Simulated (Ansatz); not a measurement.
Geometry relaxation, with input and output: C

C (12 atoms in the cell), computed with DFT PBE, scalar-relativistic, plane waves, PAW, no spin polarisation (Ansatz 0.2.0).

The structure derives from a Materials Project entry. It belongs to a series of runs on one base structure; here: biaxial strain in the a-b plane, c and atoms relaxed: -2.0 %.

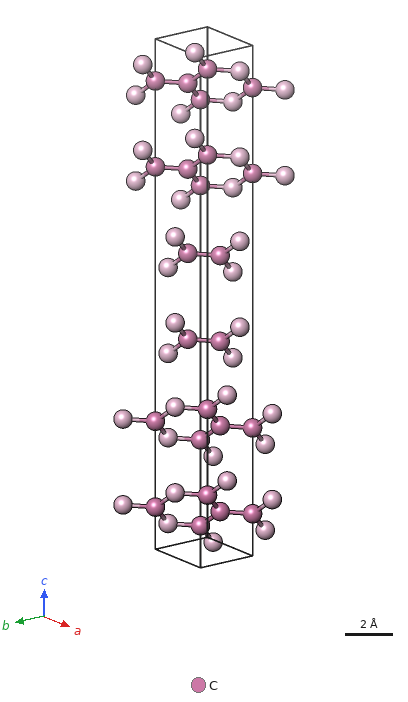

Fig. 1: The starting structure (ball-and-stick view of the cell of the calculation, seen at an oblique angle; neighbours outside the cell are drawn fainter). Near neighbours in the crystal (not all of them lie inside the picture): C has 3 C at 1.40 Å.

## Input
```yaml
crystal:
  lattice:
    - [2.4171859331, 0.0, 0.0]
    - [-1.2085929666, 2.0933444237, 0.0]
    - [0.0, 0.0, 26.0357281684]
  atoms:
    - { symbol: C, position: [0.0, 0.0, 0.9174579243] }
    - { symbol: C, position: [0.3333333333, 0.6666666667, 0.9174564763] }
    - { symbol: C, position: [0.0, 0.0, 0.7492101904] }
    - { symbol: C, position: [0.3333333333, 0.6666666667, 0.7492087424] }
    - { symbol: C, position: [0.6666666667, 0.3333333333, 0.2507912576] }
    - { symbol: C, position: [0.0, 0.0, 0.2507898096] }
    - { symbol: C, position: [0.6666666667, 0.3333333333, 0.0825435237] }
    - { symbol: C, position: [0.0, 0.0, 0.0825420757] }
    - { symbol: C, position: [0.3333333333, 0.6666666667, 0.5841245909] }
    - { symbol: C, position: [0.6666666667, 0.3333333333, 0.5841231429] }
    - { symbol: C, position: [0.3333333333, 0.6666666667, 0.4158768571] }
    - { symbol: C, position: [0.6666666667, 0.3333333333, 0.4158754091] }
basis:
  ecutwfc: 420
kpoints:
  mp_grid: { grid: [18, 18, 2] }
hamiltonian:
  xc: pbe
scf:
  occupations: { method: gaussian, width: 0.01 }
output:
  forces: true
  stress: true
  eigenvalues: true
  write_density: true
  write_potential: true
  elf: true
  volumetric_format: npy
relax:
  adjacent_minimum: "off"
  f_tol: 0.008
  max_steps: 40
  cell: { stress_tol: 0.015, fix: [a, b, gamma] }
```

Run as:
```bash
ansatz run input.yaml --threads 1 --pin off --max-ram 2560MiB --backend cpu --events-out ev --progress --plain --runs-dir out
```

## Log
```
Engine: ansatz 0.2.0, x86_64-unknown-linux-gnu
Pseudopotentials: kind: paw
Pseudopotential: C, paw, valence charge 4, recommended cutoff 420 eV (normal), C.paw.azcp
Functional definition: PBE
  parameter kappa = 0.804
  parameter beta = 0.06672455060314922
  exchange = pbe_x(kappa = kappa, mu = beta*pi^2/3)
  correlation = pbe_c(beta = beta)
Crystal: 12 atoms, lattice volume = 131.741 Å³
Basis set: ecut = 420 eV, 2493 PW (Γ), exchange–correlation on 36×36×360 points (8 copies of the dense FFT grid, shifted against one another)
Bands: 36, of which v1, the nominal top of the filled ones, is band 24 counted from 1 (23 counted from 0)
Symmetry: 36 space group operations
Space group: R-3m (ITA 166), of the structure as read, at distance tolerance 5.1e-5 Å
k-points: 74 of 648
Non-local potential: C, projectors of the file, l = 0: 2, l = 1: 2, l = 2: 1
PAW form: soft (Blöchl's): semilocal exchange-correlation on the pseudo side does not see the compensation charge
PAW one-centre angular grid: C, 110 points (default); XC on 64 Gauss nodes
Initial density: superposition of atomic densities (neutral atoms: chi_scale 0, normalization atom), corrected by the library's trained network
Initial wavefunctions: pseudopotential atomic-orbital guess
Functional: x = pbe(κ = 0.804, μ = 0.2195149727645171), c = pbe(β = 0.06672455060314922)
SCF iter   1: F=—  HF=-3010.970040 eV  |F-HF|=—  |Δ(HF+E_count)|=         —  Δρ=3.17e-3  dr2=2.14e-2  ethr=1.77e-3  ⟨swp⟩=11.6  Hψ=15109  notcnv=0  defer=26
preconditioner: auto → Resta (q_TF=auto, 2.306 Å⁻¹)  ε∞=3.0  [insulator: Δε(μ)=0.058 eV  Ē_g=15.764 eV  σ=0.010 eV  W_gap=1.00  n_scr=18 (ndim 8)  ℏωp=22.4 eV  f_vac=0.253  D(μ)=0.00/eV (n_scr^D=0)  ε∞_Penn≈3.0]
SCF iter   2: F=—  HF=-3010.971225 eV  |F-HF|=—  |Δ(HF+E_count)|=   1.19e-3  Δρ=1.77e-3  dr2=7.45e-3  ethr=4.45e-5  ⟨swp⟩=2.5  Hψ=4890  notcnv=0  defer=424
SCF iter   3: F=—  HF=-3010.973000 eV  |F-HF|=—  |Δ(HF+E_count)|=   1.77e-3  Δρ=4.27e-4  dr2=2.60e-4  ethr=1.55e-5  ⟨swp⟩=2.5  Hψ=4648  notcnv=0  defer=424
SCF iter   4: F=—  HF=-3010.973119 eV  |F-HF|=—  |Δ(HF+E_count)|=   1.19e-4  Δρ=1.49e-4  dr2=1.50e-5  ethr=5.41e-7  ⟨swp⟩=2.4  Hψ=3862  notcnv=0  defer=424
SCF iter   5: F=—  HF=-3010.973125 eV  |F-HF|=—  |Δ(HF+E_count)|=   6.64e-6  Δρ=3.12e-5  dr2=4.36e-7  ethr=3.12e-8  ⟨swp⟩=2.0  Hψ=4128  notcnv=0  defer=424
SCF iter   6: F=-3010.973126 eV  HF=-3010.973126 eV  |F-HF|=8.45e-10  |Δ(HF+E_count)|=   4.35e-7  Δρ=4.16e-6  dr2=2.22e-8  ethr=2.08e-10  ⟨swp⟩=27.8  Hψ=24403  notcnv=0
the search or the solves at the SCF's close seem to have found levels that the self-consistency loop had missed (the run counts 1). By its estimate they hold under 1e-12 electrons; where the run keeps them, the occupations were computed again with them
SCF 1 converged in 6 iterations: F = -3010.973126 eV  dr2 = 2.22e-8
  greatest PAW one-centre occupation: 0.686 electrons in one spin orbital (limit 2), on the C atom at site 11 (counted from 0), in its partial waves of l = 0
relax step   1: F+E_penalty+E_count = -3010.97312592 eV  Δ(F+E_penalty+E_count) = +0.000e0 eV  max|allowed force component| = 7.998e-5 eV/Å  Δτ_max = 0.0000 Å  P = +14.068 GPa  Ω = 131.741 Å³  fix = [a, b, gamma]  reactions: a +21.098, b +21.098 GPa  (6 SCF iters, dr2 threshold 1.00e-7 eV, accepted)
Initial density: handed on by an earlier stage of this run
Initial wavefunctions: pseudopotential atomic-orbital guess (no wavefunctions were taken with the density)
iter 1 solved again at ethr=8.13e-8 eV; its pass at ethr=3.10e-3 eV (dr2=3.90e-5 eV) is discarded
SCF iter   1: F=—  HF=-3010.973117 eV  |F-HF|=—  |Δ(HF+E_count)|=         —  Δρ=4.59e-6  dr2=2.38e-8  ethr=8.13e-8  ⟨swp⟩=6.7  Hψ=26044  notcnv=0  defer=30
preconditioner: auto → Resta (q_TF=auto, 2.306 Å⁻¹)  ε∞=3.0  [insulator: Δε(μ)=0.058 eV  Ē_g=15.699 eV  σ=0.010 eV  W_gap=1.00  n_scr=18 (ndim 8)  ℏωp=22.4 eV  f_vac=0.255  D(μ)=0.00/eV (n_scr^D=0)  ε∞_Penn≈3.0]
SCF iter   2: F=—  HF=-3010.973126 eV  |F-HF|=—  |Δ(HF+E_count)|=   8.49e-6  Δρ=1.71e-6  dr2=3.70e-9  ethr=4.96e-11  ⟨swp⟩=3.9  Hψ=7074  notcnv=0  defer=55
SCF iter   3: F=—  HF=-3010.973126 eV  |F-HF|=—  |Δ(HF+E_count)|=   5.11e-9  Δρ=9.32e-7  dr2=9.04e-10  ethr=7.71e-12  ⟨swp⟩=2.2  Hψ=3222  notcnv=0  defer=53
SCF iter   4: F=—  HF=-3010.973126 eV  |F-HF|=—  |Δ(HF+E_count)|=   2.55e-9  Δρ=2.28e-7  dr2=7.55e-11  ethr=1.88e-12  ⟨swp⟩=2.9  Hψ=4365  notcnv=0  defer=53
SCF iter   5: F=—  HF=-3010.973126 eV  |F-HF|=—  |Δ(HF+E_count)|=  3.64e-12  Δρ=8.41e-8  dr2=1.50e-11  ethr=1.00e-12  ⟨swp⟩=1.0  Hψ=2585  notcnv=0  defer=53
SCF iter   6: F=-3010.973126 eV  HF=-3010.973126 eV  |F-HF|=7.28e-12  |Δ(HF+E_count)|=  3.55e-11  Δρ=3.56e-8  dr2=3.27e-12  ethr=1.00e-12  ⟨swp⟩=14.4  Hψ=13349  notcnv=0
the search or the solves at the SCF's close seem to have found levels that the self-consistency loop had missed (the run counts 2). By its estimate they hold under 1e-12 electrons; where the run keeps them, the occupations were computed again with them
SCF 2 converged in 6 iterations: F = -3010.973126 eV  dr2 = 3.27e-12
relax step   2: F+E_penalty+E_count = -3010.97312593 eV  Δ(F+E_penalty+E_count) = -1.111e-8 eV  max|allowed force component| = 3.172e-5 eV/Å  Δτ_max = 0.0000 Å  P = +14.068 GPa  Ω = 131.741 Å³  fix = [a, b, gamma]  reactions: a +21.098, b +21.098 GPa  stress off target by 7.48e-3 GPa on what of the cell is left free  SCF on the basis re-selected at this cell (its energy is not comparable with the rows above)  (6 SCF iters)
```

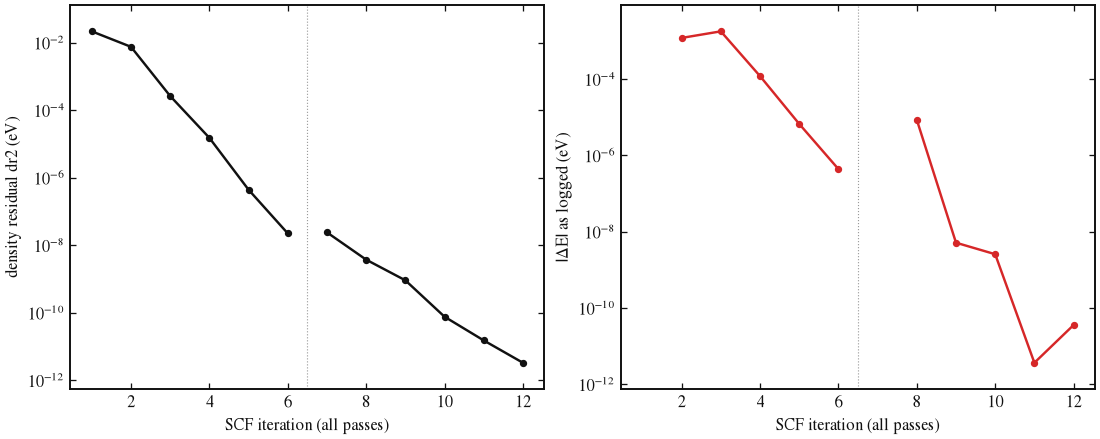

Fig. 2: Convergence of the self-consistent field: density residual dr2 and size of the energy change against the SCF iteration. The dotted lines part the SCF passes of the relaxation: geometry steps, rejected trials and re-solves on a re-selected basis. The passes take 6 and 6 iterations.

```
basis re-selected at this cell: Δ(F+E_penalty+E_count) = -1.111e-8 eV, ΔP = +0.000 GPa vs the last step (what re-selecting the basis moved, of the pressure what is left beyond the Pulay correction that the steps carried, after the strain that the cell walked since its last selection, with what the two solves' SCF thresholds leave and, on support functions, any second-order correction that the steps lacked; it is no measure of the basis error at this ecutwfc). This SCF's stress stands 7.48e-3 GPa from its target on what of the cell is left free (relax.cell.stress_tol is 1.50e-2 GPa) and its largest allowed force component is 3.17e-5 eV/Å (relax.f_tol is 8.00e-3 eV/Å): within both
SCF converged after 6 iterations
Free energy (F): -3010.973126 eV
Harris-Foulkes:  -3010.973126 eV  (|F-HF|=7.28e-12)
Internal energy: -3010.973126 eV  (E = F + TS)
E sigma→0 (E₀):  -3010.973126 eV
Entropy (-TS):   -0.000000 eV (-0.000 meV/atom)
Fermi energy:    4.847389 eV
--- Per-component energies (eV) ---
  E_band       = -217.466554
  E_kinetic    = 1111.615898
  E_local      = -2886.001763  (includes V_loc(G=0)·N_el)
  E_nonlocal   = 333.024486
  E_hartree    = 1014.063091
  E_xc         = -581.348747
  E_vxc        = -720.006645  (∫ρ·V_xc dr)
  E_paw        = -1194.243505  (= ΣΔE_a)
  E_vpaw       = -84.224879  (= ΣTr[D̂ρ^β])
  E_aug_tail   = 0.000112  (compensation charges beyond the density's cutoff)
  E_ewald      = -808.082698
  E_smearing   = -0.000000  (= −TS)
  E_closure    = 0.000000  (closes the sum)
  Σ components = -3010.973126   (vs F -3010.973126, Δ=0.00e0)
--- Forces (eV/Å), atoms counted from 1 ---
  atom   1  C     -0.00000000    -0.00000000    -0.00003172
  atom   2  C      0.00000000     0.00000000    -0.00002694
  atom   3  C      0.00000000    -0.00000000     0.00002694
  atom   4  C      0.00000000     0.00000000     0.00003172
  atom   5  C     -0.00000000    -0.00000000    -0.00003172
  atom   6  C      0.00000000     0.00000000    -0.00002694
  atom   7  C      0.00000000    -0.00000000     0.00002694
  atom   8  C      0.00000000     0.00000000     0.00003172
  atom   9  C     -0.00000000    -0.00000000    -0.00003172
  atom  10  C      0.00000000     0.00000000    -0.00002694
  atom  11  C     -0.00000000    -0.00000000     0.00002694
  atom  12  C      0.00000000     0.00000000     0.00003172
  max |Σ_I F_I| component: 3.45e-16 eV/Å
--- Stress (GPa, compression-positive) ---
       21.098002      -0.000000      -0.000000
       -0.000000      21.098002       0.000000
       -0.000000       0.000000       0.007478
  P = ⅓ Tr σ = 14.0678 GPa (140.678 kbar)
--- Band table (eV; the first three rows and the last of 74) ---
  k-point 0: bands = ["-15.1742", "-15.1671", "-15.1671", "-15.1526", "-15.1526", "-15.1454", "-3.3870", "-3.2901", "-3.2901", "-3.0836", "-3.0836", "-2.9754", "1.8287", "1.8287", "1.8288", "1.8288", "1.8288", "1.8288", "1.8288", "1.8288", "1.8289", "1.8289", "1.8289", "1.8289", "7.6726", "8.2242", "8.2242", "9.6536", "9.6536", "10.8202", "13.5750", "13.5750", "13.5750", "13.5750", "13.5756", "13.5756"]
  k-point 1: bands = ["-15.1723", "-15.1723", "-15.1612", "-15.1584", "-15.1474", "-15.1474", "-3.3613", "-3.3613", "-3.2022", "-3.1757", "-3.0048", "-3.0048", "1.8286", "1.8286", "1.8289", "1.8289", "1.8290", "1.8290", "1.8290", "1.8290", "1.8292", "1.8292", "1.8292", "1.8292", "7.8141", "7.8141", "8.8286", "8.8968", "10.4359", "10.4359", "13.5750", "13.5750", "13.5760", "13.5760", "13.5760", "13.5760"]
  k-point 2: bands = ["-15.0986", "-15.0916", "-15.0916", "-15.0771", "-15.0771", "-15.0701", "-3.2946", "-3.1982", "-3.1982", "-2.9924", "-2.9924", "-2.8846", "1.5239", "1.5240", "1.5240", "1.5244", "1.5245", "1.5248", "1.6619", "1.6619", "1.6620", "1.6621", "1.6622", "1.6624", "7.7718", "8.3223", "8.3223", "9.7490", "9.7490", "10.9142", "13.5978", "13.6155", "13.6156", "13.6214", "13.6220", "13.6223"]
  k-point 73: bands = ["-7.9380", "-7.9380", "-7.9380", "-7.9340", "-7.9340", "-7.9340", "-7.9305", "-7.9305", "-7.9305", "-7.9266", "-7.9266", "-7.9266", "-6.1691", "-6.1691", "-6.1691", "-6.1644", "-6.1644", "-6.1644", "4.7599", "4.7599", "4.7599", "4.8181", "4.8181", "4.8181", "4.8765", "4.8765", "4.8765", "4.9371", "4.9371", "4.9371", "15.1119", "15.1119", "15.1119", "15.9259", "15.9259", "15.9259"]
--- Relaxed structure (1 steps of the walk, 1 accepted, 1 SCFs on fresh bases) ---
  F+E_penalty+E_count = -3010.97312593 eV   max|allowed force component| = 3.172e-5 eV/Å   (the final SCF, on the basis selected at the relaxed cell)
  cell:  # Å, volume = 131.7409 Å³
    - [2.417185933079797, 2.8867519644537148e-11, 0.0]
    - [-1.2085929665648985, 2.0933444237030625, 0.0]
    - [0.0, 0.0, 26.0357281684]
  atoms:
    - { symbol: C, position: [0.0, 0.0, 0.9174579242666667] }
    - { symbol: C, position: [0.33333333333333326, 0.6666666666666666, 0.9174564762666666] }
    - { symbol: C, position: [0.0, 0.0, 0.7492101904] }
    - { symbol: C, position: [0.33333333333333326, 0.6666666666666666, 0.7492087424] }
    - { symbol: C, position: [0.6666666666666666, 0.3333333333333333, 0.2507912576] }
    - { symbol: C, position: [0.0, 0.0, 0.2507898096] }
    - { symbol: C, position: [0.6666666666666666, 0.3333333333333333, 0.08254352373333335] }
    - { symbol: C, position: [0.0, 0.0, 0.08254207573333332] }
    - { symbol: C, position: [0.33333333333333326, 0.6666666666666666, 0.5841245909333332] }
    - { symbol: C, position: [0.6666666666666666, 0.3333333333333333, 0.5841231429333333] }
    - { symbol: C, position: [0.33333333333333326, 0.6666666666666666, 0.41587685706666666] }
    - { symbol: C, position: [0.6666666666666666, 0.3333333333333333, 0.4158754090666666] }
```

## Trajectory as extended XYZ (Å, eV, eV/Å), 2 frames, from step=1 to step=2
```
12
Lattice="2.4172 0.0000 0.0000 -1.2086 2.0933 0.0000 0.0000 0.0000 26.0357" Properties=species:S:1:pos:R:3:forces:R:3 step=1 energy=-3010.97313 pressure_GPa=14.07
C     0.0000    0.0000   23.8867    0.0000   0.0000  -0.0001
C     0.0000    1.3956   23.8866    0.0000   0.0000  -0.0001
C     0.0000    0.0000   19.5062    0.0000   0.0000   0.0001
C     0.0000    1.3956   19.5062    0.0000   0.0000   0.0001
C     1.2086    0.6978    6.5295    0.0000   0.0000  -0.0001
C     0.0000    0.0000    6.5295    0.0000   0.0000  -0.0001
C     1.2086    0.6978    2.1491    0.0000   0.0000   0.0001
C     0.0000    0.0000    2.1490    0.0000   0.0000   0.0001
C     0.0000    1.3956   15.2081    0.0000   0.0000  -0.0001
C     1.2086    0.6978   15.2081    0.0000   0.0000  -0.0001
C     0.0000    1.3956   10.8277    0.0000   0.0000   0.0001
C     1.2086    0.6978   10.8276    0.0000   0.0000   0.0001
12
Lattice="2.4172 0.0000 0.0000 -1.2086 2.0933 0.0000 0.0000 0.0000 26.0357" Properties=species:S:1:pos:R:3:forces:R:3 step=2 energy=-3010.97313 pressure_GPa=14.07
C     0.0000    0.0000   23.8867    0.0000   0.0000   0.0000
C     0.0000    1.3956   23.8866    0.0000   0.0000   0.0000
C     0.0000    0.0000   19.5062    0.0000   0.0000   0.0000
C     0.0000    1.3956   19.5062    0.0000   0.0000   0.0000
C     1.2086    0.6978    6.5295    0.0000   0.0000   0.0000
C     0.0000    0.0000    6.5295    0.0000   0.0000   0.0000
C     1.2086    0.6978    2.1491    0.0000   0.0000   0.0000
C     0.0000    0.0000    2.1490    0.0000   0.0000   0.0000
C     0.0000    1.3956   15.2081    0.0000   0.0000   0.0000
C     1.2086    0.6978   15.2081    0.0000   0.0000   0.0000
C     0.0000    1.3956   10.8277    0.0000   0.0000   0.0000
C     1.2086    0.6978   10.8276    0.0000   0.0000   0.0000
```

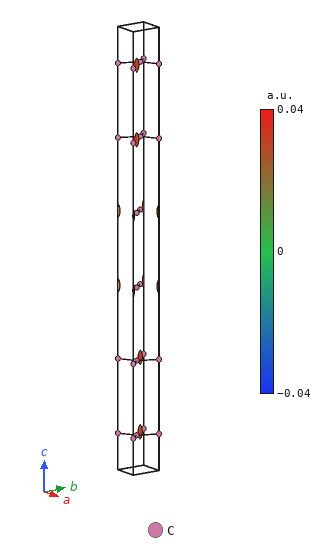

Fig. 3: Non-covalent interaction (NCI) plot: the surface where the reduced density gradient is 0.4, for densities under 0.05 a.u., coloured by sign(λ₂)ρ; seen slightly off an axis. The outline is the cell set on symmetry axes. The fields are those of the smooth PAW valence density.

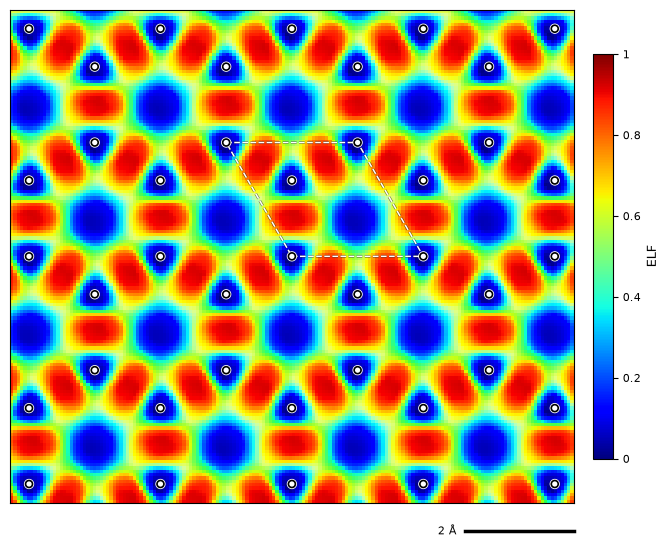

Fig. 4: ELF on the (001) plane of the conventional cell. Circles mark the nuclei in the plane (C).

## Key numbers

| quantity | value |
| --- | --- |
| outcome | converged |
| space group (tolerance 0.01 Å) | R-3m (166) |
| electrons treated | 48 |
| free energy | −3010.9731 eV |
| Fermi energy | 4.847 eV |
| gap on the k-point mesh | 0.06 eV |
| pressure | 14.07 GPa |
| final volume | 131.74 Å³ |
| largest force (length of the vector) at the end | under 0.001 eV/Å |
| final cell | a = 2.417 Å, b = 2.417 Å, c = 26.036 Å, α = 90.00°, β = 90.00°, γ = 120.00° |
| hardware | 1 thread of AMD EPYC (Zen 5), 64 GiB of memory available, shared host |
| wall time | 17 s |
| peak memory | 0.61 GiB |
